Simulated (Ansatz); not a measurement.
## armchair BAs nanoribbon (N = 3, H edges): bands by functional and under strain

Aim: is the armchair BAs nanoribbon (N = 3, H edges) a metal or a semiconductor?

Method: DFT PBE, plane waves, PAW; relaxation of a wire's period, in the first sound run; inputs show where later runs differ, in Ansatz 0.2.0.

## Step 1: Set-up

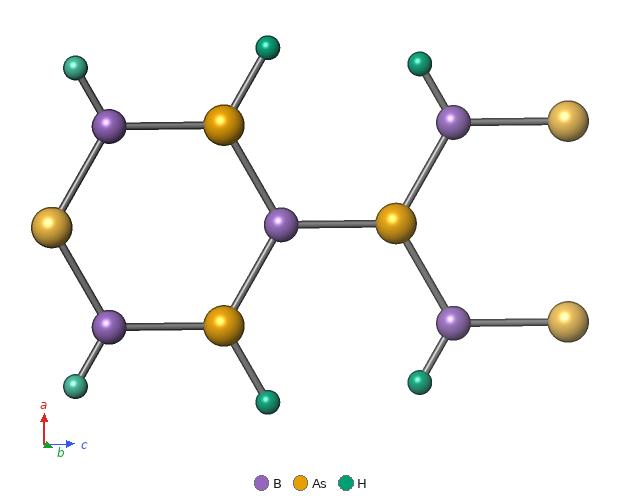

The starting structure, seen from the side, with the c axis across the page (boron purple, arsenic orange, hydrogen teal). Some periodic images of atoms are drawn too.

The cell holds 10 atoms: 3 B, 3 As and 4 H. Its edges and angles: a = 12.993 Å, b = 7.000 Å, c = 5.880 Å, α = 90.0°, β = 90.0°, γ = 90.0°. Vacuum lies along a and b. The structure's axis is c.

As a file:

```cif
data_structure
_symmetry_space_group_name_H-M 'P 1'
_symmetry_Int_Tables_number 1
_cell_length_a 12.9930
_cell_length_b 7.0000
_cell_length_c 5.8800
_cell_angle_alpha 90.000
_cell_angle_beta 90.000
_cell_angle_gamma 90.000
_cell_volume 534.79
loop_
_atom_site_label
_atom_site_type_symbol
_atom_site_fract_x
_atom_site_fract_y
_atom_site_fract_z
_atom_site_occupancy
B1 B 0.36936 0.50000 0.00000 1
B2 B 0.63064 0.50000 0.00000 1
As3 As 0.36936 0.50000 0.33333 1
As4 As 0.63064 0.50000 0.33333 1
H5 H 0.26938 0.50000 0.46088 1
H6 H 0.73062 0.50000 0.46088 1
B7 B 0.50000 0.50000 0.50000 1
As8 As 0.50000 0.50000 0.83333 1
H9 H 0.29270 0.50000 0.90221 1
H10 H 0.70729 0.50000 0.90221 1
```

## Step 2: Relaxing the period

Band widths follow the bond lengths, so the wire is relaxed first. The atoms and the third cell vector are free; the box across stays fixed as vacuum. A Fermi-Dirac smearing is set since the result may be a metal. The pressure printed is a third of the stress's trace over the whole box, vacuum included; only the stress along the axis is relaxed.

Input file input.yaml:

```yaml
crystal:
  lattice:
    - [12.993, 0.0, 0.0]
    - [0.0, 7.0, 0.0]
    - [0.0, 0.0, 5.88]
  atoms:
    - { symbol: B, position: [0.369355661, 0.5, 0.0] }
    - { symbol: B, position: [0.630636319, 0.5, 0.0] }
    - { symbol: As, position: [0.369355661, 0.5, 0.333333333] }
    - { symbol: As, position: [0.630636319, 0.5, 0.333333333] }
    - { symbol: H, position: [0.269375818, 0.5, 0.460884354] }
    - { symbol: H, position: [0.730616162, 0.5, 0.460884354] }
    - { symbol: B, position: [0.49999599, 0.5, 0.5] }
    - { symbol: As, position: [0.49999599, 0.5, 0.833333333] }
    - { symbol: H, position: [0.292704448, 0.5, 0.902210884] }
    - { symbol: H, position: [0.707287532, 0.5, 0.902210884] }
kpoints:
  mp_grid: { grid: [1, 1, 14] }
scf:
  occupations: { method: fermi_dirac, width: 0.05 }
hamiltonian:
  xc: pbe
relax:
  cell: { fix: [a, b, alpha, beta, gamma] }
  max_steps: 60
```

Command:

```sh
ansatz run input.yaml --threads 8 --pin off --max-ram 16384MiB --backend cpu --events-out ev --progress --plain --runs-dir out
```

Numbers of over 12 decimals in the logs are rounded to 6 here.

What it wrote:

```text
Engine: ansatz 0.2.0, x86_64-unknown-linux-gnu
Pseudopotentials: kind: paw
Pseudopotential: B, paw, valence charge 3, recommended cutoff 420 eV (normal), B.paw.azcp
Pseudopotential: As, paw, valence charge 15, recommended cutoff 420 eV (normal), As.paw.azcp
Pseudopotential: H, paw, valence charge 1, recommended cutoff 420 eV (normal), H.paw.azcp
Functional definition: PBE
  parameter kappa = 0.804
  parameter beta = 0.066725
  exchange = pbe_x(kappa = kappa, mu = beta*pi^2/3)
  correlation = pbe_c(beta = beta)
Crystal: 10 atoms, lattice volume = 534.792 Å³
Basis set: ecut = 420 eV, 10503 PW (Γ), exchange–correlation on 180×96×80 points (8 copies of the dense FFT grid, shifted against one another)
Bands: 39, of which v1, the nominal top of the filled ones, is band 29 counted from 1 (28 counted from 0)
Symmetry: 4 space group operations
Space group: Pmm2 (ITA 25), of the structure as read, at distance tolerance 8.1e-5 Å
k-points: 8 of 14 (time reversal used)
Non-local potential: B, projectors of the file, l = 0: 2, l = 1: 2, l = 2: 1
Non-local potential: As, projectors of the file, l = 0: 2, l = 1: 2, l = 2: 3, l = 3: 1
Non-local potential: H, projectors of the file, l = 0: 2, l = 1: 1
PAW form: soft (Blöchl's): semilocal exchange-correlation on the pseudo side does not see the compensation charge
PAW one-centre angular grid: B, 110 points (default); XC on 64 Gauss nodes
PAW one-centre angular grid: As, 590 points (default); XC on 64 Gauss nodes
PAW one-centre angular grid: H, 110 points (default); XC on 64 Gauss nodes
Initial density: superposition of atomic densities (neutral atoms: chi_scale 0, normalization atom), corrected by the library's trained network
Initial wavefunctions: pseudopotential atomic-orbital guess
Functional: x = pbe(κ = 0.804, μ = 0.219515), c = pbe(β = 0.066725)
SCF iter   1: F=—  HF=-15096.497764 eV  |F-HF|=—  |Δ(HF+E_count)|=         —  Δρ=1.65e-3  dr2=3.35e-2  ethr=1.77e-3  ⟨swp⟩=8.0  Hψ=1503  notcnv=0  defer=3
preconditioner: auto → Resta (q_TF=auto, 1.884 Å⁻¹)  ε∞=1.8  [insulator: Δε(μ)=1.357 eV  Ē_g=9.629 eV  σ=0.050 eV  W_gap=1.00  n_scr=60 (ndim 8)  ℏωp=8.5 eV  f_vac=0.672  D(μ)=0.00/eV (n_scr^D=0)  ε∞_Penn≈1.8  vacuum switching on, ρ_ref=6.7e-3 e/Å³]
SCF iter   2: F=—  HF=-15096.506888 eV  |F-HF|=—  |Δ(HF+E_count)|=   9.12e-3  Δρ=7.71e-4  dr2=4.64e-3  ethr=5.78e-5  ⟨swp⟩=3.2  Hψ=549  notcnv=0  defer=21
SCF iter   3: F=—  HF=-15096.510826 eV  |F-HF|=—  |Δ(HF+E_count)|=   3.94e-3  Δρ=3.30e-4  dr2=1.02e-3  ethr=8.00e-6  ⟨swp⟩=2.0  Hψ=501  notcnv=0  defer=21
SCF iter   4: F=—  HF=-15096.511954 eV  |F-HF|=—  |Δ(HF+E_count)|=   1.13e-3  Δρ=1.05e-4  dr2=1.50e-4  ethr=1.76e-6  ⟨swp⟩=2.4  Hψ=440  notcnv=0  defer=21
SCF iter   5: F=—  HF=-15096.511979 eV  |F-HF|=—  |Δ(HF+E_count)|=   2.49e-5  Δρ=3.99e-5  dr2=1.67e-5  ethr=2.58e-7  ⟨swp⟩=2.0  Hψ=386  notcnv=0  defer=21
SCF iter   6: F=—  HF=-15096.511967 eV  |F-HF|=—  |Δ(HF+E_count)|=   1.14e-5  Δρ=1.30e-5  dr2=7.89e-7  ethr=2.88e-8  ⟨swp⟩=2.4  Hψ=437  notcnv=0  defer=21
SCF iter   7: F=-15096.511971 eV  HF=-15096.511971 eV  |F-HF|=1.21e-7  |Δ(HF+E_count)|=   3.45e-6  Δρ=3.45e-6  dr2=7.02e-8  ethr=1.72e-10  ⟨swp⟩=5.0  Hψ=1120  notcnv=0
SCF 1 converged in 7 iterations: F = -15096.511971 eV  dr2 = 7.02e-8
  greatest PAW one-centre occupation: 0.999 electrons in one spin orbital (limit 2), on the As atom at site 3 (counted from 0), in its partial waves of l = 2
relax step   1: F+E_penalty+E_count = -15096.51197069 eV  Δ(F+E_penalty+E_count) = +0.000e0 eV  max|allowed force component| = 1.037e0 eV/Å  Δτ_max = 0.0000 Å  P = -0.153 GPa  Ω = 534.792 Å³  fix = [a, b, alpha, beta, gamma]  reactions: a -0.306, b +0.274 GPa  (7 SCF iters, dr2 threshold 1.00e-7 eV, accepted)
Crystal: 10 atoms, lattice volume = 539.603 Å³
Basis set: ecut = 420 eV, 10563 PW (Γ), exchange–correlation on 180×96×80 points (8 copies of the dense FFT grid, shifted against one another)
Initial density: handed on by an earlier stage of this run
Initial wavefunctions: those handed on with the density
iter 1 solved again at ethr=1.61e-4 eV; its pass at ethr=3.10e-3 eV (dr2=9.36e-2 eV) is discarded
SCF iter   1: F=—  HF=-15096.695341 eV  |F-HF|=—  |Δ(HF+E_count)|=         —  Δρ=5.33e-3  dr2=9.62e-2  ethr=1.61e-4  ⟨swp⟩=3.0  Hψ=1658  notcnv=0
preconditioner: auto → Resta (q_TF=auto, 1.881 Å⁻¹)  ε∞=1.7  [insulator: Δε(μ)=1.340 eV  Ē_g=9.768 eV  σ=0.050 eV  W_gap=1.00  n_scr=60 (ndim 8)  ℏωp=8.5 eV  f_vac=0.671  D(μ)=0.00/eV (n_scr^D=0)  ε∞_Penn≈1.7  vacuum switching on, ρ_ref=6.9e-3 e/Å³]
SCF iter   2: F=—  HF=-15096.680355 eV  |F-HF|=—  |Δ(HF+E_count)|=   1.50e-2  Δρ=2.65e-3  dr2=2.08e-2  ethr=1.61e-4  ⟨swp⟩=3.1  Hψ=503  notcnv=0
SCF iter   3: F=—  HF=-15096.680444 eV  |F-HF|=—  |Δ(HF+E_count)|=   8.89e-5  Δρ=8.24e-4  dr2=8.61e-3  ethr=3.59e-5  ⟨swp⟩=2.6  Hψ=516  notcnv=0
SCF iter   4: F=—  HF=-15096.678631 eV  |F-HF|=—  |Δ(HF+E_count)|=   1.81e-3  Δρ=1.64e-4  dr2=1.41e-4  ethr=1.48e-5  ⟨swp⟩=2.0  Hψ=392  notcnv=0
SCF iter   5: F=—  HF=-15096.678640 eV  |F-HF|=—  |Δ(HF+E_count)|=   8.31e-6  Δρ=6.23e-5  dr2=2.59e-5  ethr=2.44e-7  ⟨swp⟩=2.0  Hψ=404  notcnv=0
SCF iter   6: F=-15096.678643 eV  HF=-15096.678643 eV  |F-HF|=2.17e-7  |Δ(HF+E_count)|=   3.10e-6  Δρ=1.28e-5  dr2=8.59e-7  ethr=1.72e-9  ⟨swp⟩=4.0  Hψ=1241  notcnv=0
SCF 2 converged in 6 iterations: F = -15096.678643 eV  dr2 = 8.59e-7
relax step   2: F+E_penalty+E_count = -15096.67864295 eV  Δ(F+E_penalty+E_count) = -1.667e-1 eV  max|allowed force component| = 5.473e-1 eV/Å  Δτ_max = 0.1153 Å  P = +0.019 GPa  Ω = 539.603 Å³  energy of the carried Pulay correction = -9.277e-4 eV  fix = [a, b, alpha, beta, gamma]  reactions: a +0.136, b +0.261 GPa  (6 SCF iters, dr2 threshold 1.00e-6 eV, accepted)
Crystal: 10 atoms, lattice volume = 538.059 Å³
Basis set: ecut = 420 eV, 10559 PW (Γ), exchange–correlation on 180×96×80 points (8 copies of the dense FFT grid, shifted against one another)
iter 1 solved again at ethr=1.49e-5 eV; its pass at ethr=3.10e-3 eV (dr2=8.66e-3 eV) is discarded
SCF iter   1: F=—  HF=-15096.705591 eV  |F-HF|=—  |Δ(HF+E_count)|=         —  Δρ=1.23e-3  dr2=9.10e-3  ethr=1.49e-5  ⟨swp⟩=2.4  Hψ=1471  notcnv=0
preconditioner: auto → Resta (q_TF=auto, 1.882 Å⁻¹)  ε∞=1.8  [insulator: Δε(μ)=1.361 eV  Ē_g=9.777 eV  σ=0.050 eV  W_gap=1.00  n_scr=60 (ndim 8)  ℏωp=8.5 eV  f_vac=0.668  D(μ)=0.00/eV (n_scr^D=0)  ε∞_Penn≈1.8  vacuum switching on, ρ_ref=6.9e-3 e/Å³]
SCF iter   2: F=—  HF=-15096.703653 eV  |F-HF|=—  |Δ(HF+E_count)|=   1.94e-3  Δρ=5.86e-4  dr2=1.14e-3  ethr=1.49e-5  ⟨swp⟩=2.0  Hψ=399  notcnv=0
SCF iter   3: F=—  HF=-15096.703578 eV  |F-HF|=—  |Δ(HF+E_count)|=   7.54e-5  Δρ=2.66e-4  dr2=2.13e-4  ethr=1.97e-6  ⟨swp⟩=2.0  Hψ=370  notcnv=0
SCF iter   4: F=—  HF=-15096.703581 eV  |F-HF|=—  |Δ(HF+E_count)|=   3.16e-6  Δρ=6.01e-5  dr2=3.37e-5  ethr=3.68e-7  ⟨swp⟩=2.0  Hψ=401  notcnv=0
SCF iter   5: F=—  HF=-15096.703577 eV  |F-HF|=—  |Δ(HF+E_count)|=   3.92e-6  Δρ=1.74e-5  dr2=1.67e-6  ethr=5.82e-8  ⟨swp⟩=2.0  Hψ=388  notcnv=0
SCF iter   6: F=-15096.703577 eV  HF=-15096.703577 eV  |F-HF|=8.35e-8  |Δ(HF+E_count)|=   2.44e-7  Δρ=5.18e-6  dr2=2.05e-7  ethr=1.72e-9  ⟨swp⟩=5.0  Hψ=941  notcnv=0
SCF 3 converged in 6 iterations: F = -15096.703577 eV  dr2 = 2.05e-7
relax step   3: F+E_penalty+E_count = -15096.70357716 eV  Δ(F+E_penalty+E_count) = -2.493e-2 eV  max|allowed force component| = 1.557e-1 eV/Å  Δτ_max = 0.0268 Å  P = +0.038 GPa  Ω = 538.059 Å³  energy of the carried Pulay correction = -6.310e-4 eV  fix = [a, b, alpha, beta, gamma]  reactions: a -0.036, b +0.261 GPa  (6 SCF iters, dr2 threshold 1.00e-6 eV, accepted)
[...]
relax step   4: F+E_penalty+E_count = -15096.70531423 eV  Δ(F+E_penalty+E_count) = -1.737e-3 eV  max|allowed force component| = 8.564e-3 eV/Å  Δτ_max = 0.0070 Å  P = +0.089 GPa  Ω = 537.891 Å³  energy of the carried Pulay correction = -5.986e-4 eV  fix = [a, b, alpha, beta, gamma]  reactions: a +0.002, b +0.260 GPa  (5 SCF iters, dr2 threshold 1.00e-6 eV, accepted)
Initial wavefunctions: pseudopotential atomic-orbital guess (no wavefunctions were taken with the density)
iter 1 solved again at ethr=1.94e-7 eV; its pass at ethr=3.10e-3 eV (dr2=1.13e-4 eV) is discarded
SCF iter   1: F=—  HF=-15096.705452 eV  |F-HF|=—  |Δ(HF+E_count)|=         —  Δρ=2.42e-5  dr2=2.85e-7  ethr=1.94e-7  ⟨swp⟩=3.2  Hψ=2287  notcnv=0
preconditioner: auto → Resta (q_TF=auto, 1.882 Å⁻¹)  ε∞=1.8  [insulator: Δε(μ)=1.371 eV  Ē_g=9.782 eV  σ=0.050 eV  W_gap=1.00  n_scr=60 (ndim 8)  ℏωp=8.5 eV  f_vac=0.669  D(μ)=0.00/eV (n_scr^D=0)  ε∞_Penn≈1.8  vacuum switching on, ρ_ref=6.9e-3 e/Å³]
SCF iter   2: F=—  HF=-15096.705775 eV  |F-HF|=—  |Δ(HF+E_count)|=   3.23e-4  Δρ=1.22e-5  dr2=7.14e-8  ethr=4.91e-10  ⟨swp⟩=3.0  Hψ=565  notcnv=0
SCF iter   3: F=—  HF=-15096.705905 eV  |F-HF|=—  |Δ(HF+E_count)|=   1.30e-4  Δρ=5.02e-6  dr2=1.91e-8  ethr=1.23e-10  ⟨swp⟩=2.0  Hψ=424  notcnv=0
SCF iter   4: F=—  HF=-15096.705943 eV  |F-HF|=—  |Δ(HF+E_count)|=   3.84e-5  Δρ=3.69e-7  dr2=1.07e-9  ethr=3.30e-11  ⟨swp⟩=2.6  Hψ=431  notcnv=0
SCF iter   5: F=-15096.705943 eV  HF=-15096.705943 eV  |F-HF|=2.26e-7  |Δ(HF+E_count)|=   1.19e-7  Δρ=1.81e-7  dr2=8.08e-11  ethr=1.00e-12  ⟨swp⟩=4.0  Hψ=1234  notcnv=0
SCF 5 converged in 5 iterations: F = -15096.705943 eV  dr2 = 8.08e-11
relax step   5: F+E_penalty+E_count = -15096.70594318 eV  Δ(F+E_penalty+E_count) = -6.290e-4 eV  max|allowed force component| = 8.696e-3 eV/Å  Δτ_max = 0.0000 Å  P = +0.090 GPa  Ω = 537.891 Å³  fix = [a, b, alpha, beta, gamma]  reactions: a +0.001, b +0.261 GPa  stress off target by 7.25e-3 GPa on what of the cell is left free  SCF on the basis re-selected at this cell (its energy is not comparable with the rows above)  (5 SCF iters)
basis re-selected at this cell: Δ(F+E_penalty+E_count) = -6.290e-4 eV, ΔP = +0.001 GPa vs the last step (what re-selecting the basis moved, of the pressure what is left beyond the Pulay correction that the steps carried, after the strain that the cell walked since its last selection, with what the two solves' SCF thresholds leave and, on support functions, any second-order correction that the steps lacked; it is no m [...]
SCF converged after 5 iterations
Free energy (F): -15096.705943 eV
Harris-Foulkes:  -15096.705943 eV  (|F-HF|=2.26e-7)
Internal energy: -15096.705943 eV  (E = F + TS)
E sigma→0 (E₀):  -15096.705943 eV
Entropy (-TS):   -0.000000 eV (-0.000 meV/atom)
Fermi energy:    -1.685861 eV
--- Per-component energies (eV) ---
  E_band       = -1350.618688
  E_kinetic    = 500.690863
  E_local      = -16154.551587  (includes V_loc(G=0)·N_el)
  E_nonlocal   = -1965.934051
  E_hartree    = 7990.150687
  E_xc         = -363.530242
  E_vxc        = -389.834792  (∫ρ·V_xc dr)
  E_paw        = -5747.770002  (= ΣΔE_a)
  E_vpaw       = 678.714675  (= ΣTr[D̂ρ^β])
  E_aug_tail   = -0.004955  (compensation charges beyond the density's cutoff)
  E_ewald      = 644.243344
  E_smearing   = -0.000000  (= −TS)
  E_closure    = 0.000000  (closes the sum)
  Σ components = -15096.705943   (vs F -15096.705943, Δ=0.00e0)
--- Forces (eV/Å), atoms counted from 1 ---
  atom   1  B      0.00700958     0.00000000    -0.00580627
  atom   2  B     -0.00700958     0.00000000    -0.00580627
  atom   3  As    -0.00502508     0.00000000     0.00869685
  atom   4  As     0.00502508     0.00000000     0.00869685
  atom   5  H      0.00535240     0.00000000    -0.00444643
  atom   6  H     -0.00535240     0.00000000    -0.00444643
  atom   7  B      0.00000000     0.00000000    -0.00087816
  atom   8  As    -0.00000000     0.00000000     0.00316438
  atom   9  H     -0.00635925     0.00000000     0.00041685
  atom  10  H      0.00635925     0.00000000     0.00041685
  max |Σ_I F_I| component: 8.24e-6 eV/Å
--- Stress (GPa, compression-positive) ---
        0.001142      -0.000000      -0.000000
       -0.000000       0.260664      -0.000000
       -0.000000      -0.000000       0.007246
  P = ⅓ Tr σ = 0.0897 GPa (0.897 kbar)
--- Relaxed structure (4 steps of the walk, 4 accepted, 1 SCFs on fresh bases) ---
  F+E_penalty+E_count = -15096.70594318 eV   max|allowed force component| = 8.696e-3 eV/Å   (the final SCF, on the basis selected at the relaxed cell)
  cell:  # Å, volume = 537.8911 Å³
    - [12.993, 0, 0]
    - [0, 7.0, 0]
    - [0, 0, 5.914076]
  atoms:
    - { symbol: B, position: [0.369814, 0.5, 0.00195443] }
    - { symbol: B, position: [0.630178, 0.5, 0.00195443] }
    - { symbol: As, position: [0.375767, 0.5, 0.325962] }
    - { symbol: As, position: [0.624225, 0.5, 0.325962] }
    - { symbol: H, position: [0.275961, 0.5, 0.454243] }
    - { symbol: H, position: [0.724031, 0.5, 0.454243] }
    - { symbol: B, position: [0.499996, 0.5, 0.506657] }
    - { symbol: As, position: [0.499996, 0.5, 0.840919] }
    - { symbol: H, position: [0.288749, 0.5, 0.907147] }
    - { symbol: H, position: [0.711243, 0.5, 0.907147] }
```

Elapsed: 3.4 s, on 8 threads of AMD EPYC 9R45, shared host; peak memory 1.1 GiB; 23 s of CPU time.

Step by step:

| step | energy less that of the first step (eV) | largest force component (eV/Å) | pressure (GPa) | volume (Å³) |
| --- | --- | --- | --- | --- |
| 1 | 0.0000 | 1.0366 | -0.15 | 534.79 |
| 2 | -0.1667 | 0.5473 | 0.02 | 539.60 |
| 3 | -0.1916 | 0.1557 | 0.04 | 538.06 |
| 4 | -0.1933 | 0.0086 | 0.09 | 537.89 |
| 5* | -0.1940 | 0.0087 | 0.09 | 537.89 |

Relaxation steps marked * repeat the geometry before them on a plane-wave basis chosen anew for their cell, so energy and pressure can jump there.

The run keeps the 4 symmetry operations that it works with, so distortions that break them were not tested.

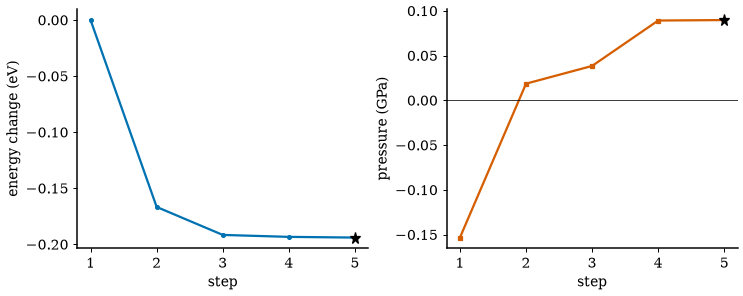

Energy and pressure along the relaxation. Stars mark steps on a basis chosen anew.

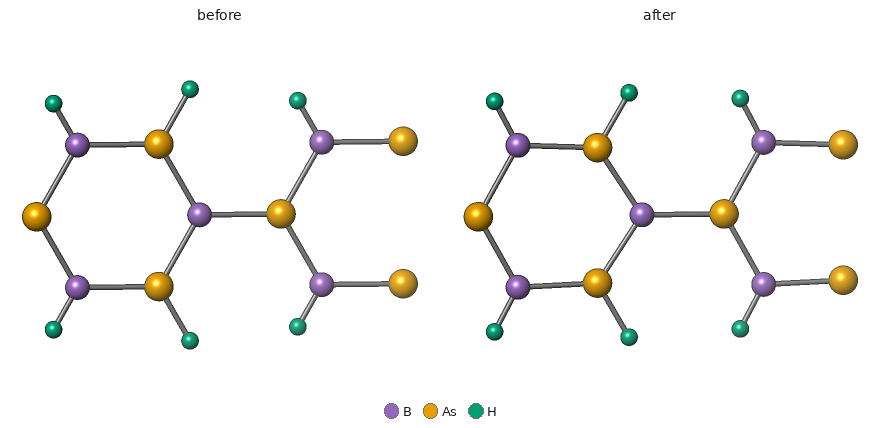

Before and after, at one scale.

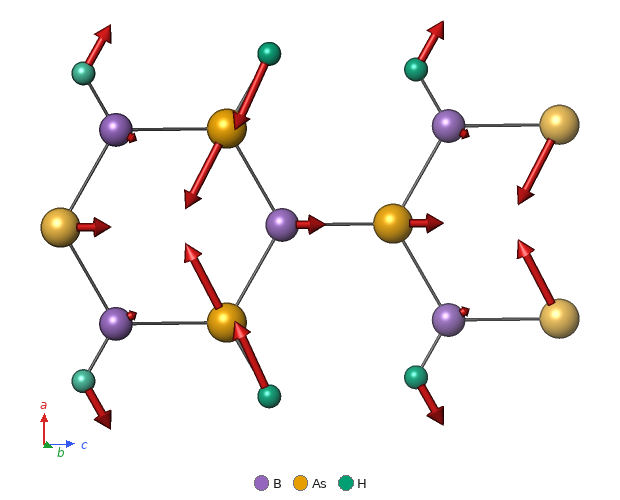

Displacements in the relaxation, exaggerated, measured against the changing cell; the longest in the cell stands for 0.09 Å. Some periodic images of atoms are drawn too.

| cell as run | before | after | change |
| --- | --- | --- | --- |
| c (Å) | 5.880 | 5.914 | +0.6 % |

The atoms that moved most (Å, along periodic axes as changes of fractional coordinates times the final cell, across vacuum about the mean position):

| atom | dx | dy | dz | length |
| --- | --- | --- | --- | --- |
| H5 | 0.086 | 0.000 | -0.039 | 0.094 |
| H6 | -0.086 | 0.000 | -0.039 | 0.094 |
| As4 | -0.083 | 0.000 | -0.044 | 0.094 |
| As3 | 0.083 | 0.000 | -0.044 | 0.094 |
| H10 | 0.051 | 0.000 | 0.029 | 0.059 |
| H9 | -0.051 | 0.000 | 0.029 | 0.059 |
| As8 | 0.000 | 0.000 | 0.045 | 0.045 |
| B7 | 0.000 | 0.000 | 0.039 | 0.039 |

Numbers from this step:

```yaml
cell_length_along_the_wire: 5.914 Å
```

The cell's length comes to 5.914 Å with spin left out.

(Continued in part 2 of 4.)

[Logs are printed without paths, hosts, clocks, repeated set-up lines and the standing remarks that a program may print on its own settings, such as how far it seeks lower states.]

[Hosts, paths, dates, database ids (printed as entryN), source tags and the programs' standing remarks are cut or masked in the printed files.]
